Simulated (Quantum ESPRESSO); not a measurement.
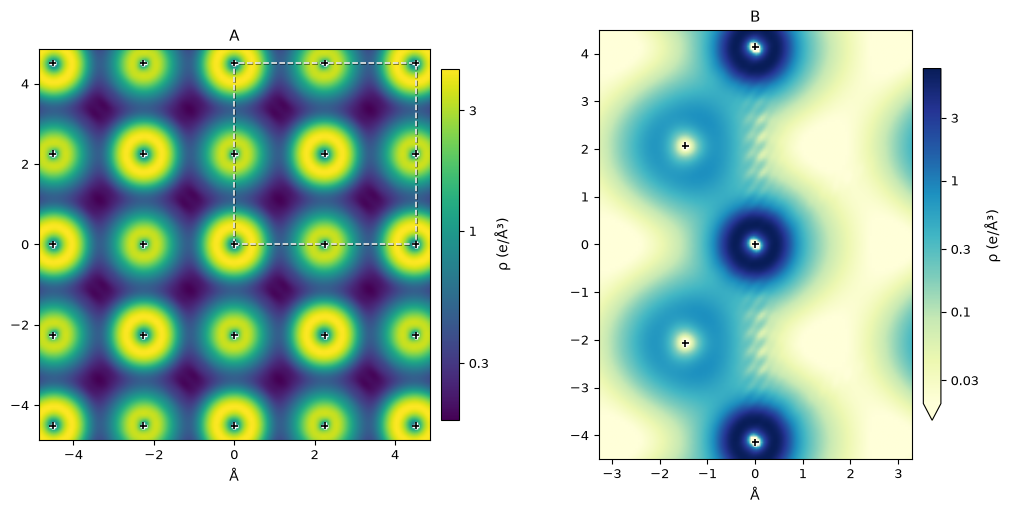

The valence pseudo-density of 2 systems, each on a plane through atoms (crosses mark nuclei in the plane).

Method: Kohn-Sham DFT of a periodic cell, LDA, PseudoDojo 0.4.1 SR LDA standard in Quantum ESPRESSO 7.5.

System 1: HfN, the (001) plane of the conventional cell. Space group Fm-3m; computed pressure about −12 GPa in this cell.

```yaml
crystal:
  lattice:
    - [4.51200, 0.00000, 0.00000]
    - [0.00000, 4.51200, 0.00000]
    - [0.00000, 0.00000, 4.51200]
  atoms:
    - { symbol: Hf, position: [0.00000, 0.00000, 0.00000] }
    - { symbol: Hf, position: [0.50000, 0.50000, 0.00000] }
    - { symbol: Hf, position: [0.50000, 0.00000, 0.50000] }
    - { symbol: Hf, position: [0.00000, 0.50000, 0.50000] }
    - { symbol: N, position: [0.50000, 0.00000, 0.00000] }
    - { symbol: N, position: [0.00000, 0.50000, 0.00000] }
    - { symbol: N, position: [0.00000, 0.00000, 0.50000] }
    - { symbol: N, position: [0.50000, 0.50000, 0.50000] }
```

System 2: InP, the (110) plane of the conventional cell. Space group F-43m.

```yaml
crystal:
  lattice:
    - [5.86100, 0.00000, 0.00000]
    - [0.00000, 0.00000, -5.86100]
    - [0.00000, 5.86100, 0.00000]
  atoms:
    - { symbol: In, position: [0.50000, 0.50000, 0.00000] }
    - { symbol: In, position: [0.00000, 0.50000, 0.50000] }
    - { symbol: In, position: [0.00000, 0.00000, 0.00000] }
    - { symbol: In, position: [0.50000, 0.00000, 0.50000] }
    - { symbol: P, position: [0.75000, 0.75000, 0.25000] }
    - { symbol: P, position: [0.25000, 0.75000, 0.75000] }
    - { symbol: P, position: [0.25000, 0.25000, 0.25000] }
    - { symbol: P, position: [0.75000, 0.25000, 0.75000] }
```

**Match each panel to its system.**

Panel A is system 1, HfN: the plane holds Hf and N. Hf–N (2.26 Å): ρ at the midpoint is about 0.47 e/Å³. Panel B is system 2, InP: the plane holds In and P. In–P (2.54 Å): ρ at the midpoint is about 0.45 e/Å³.
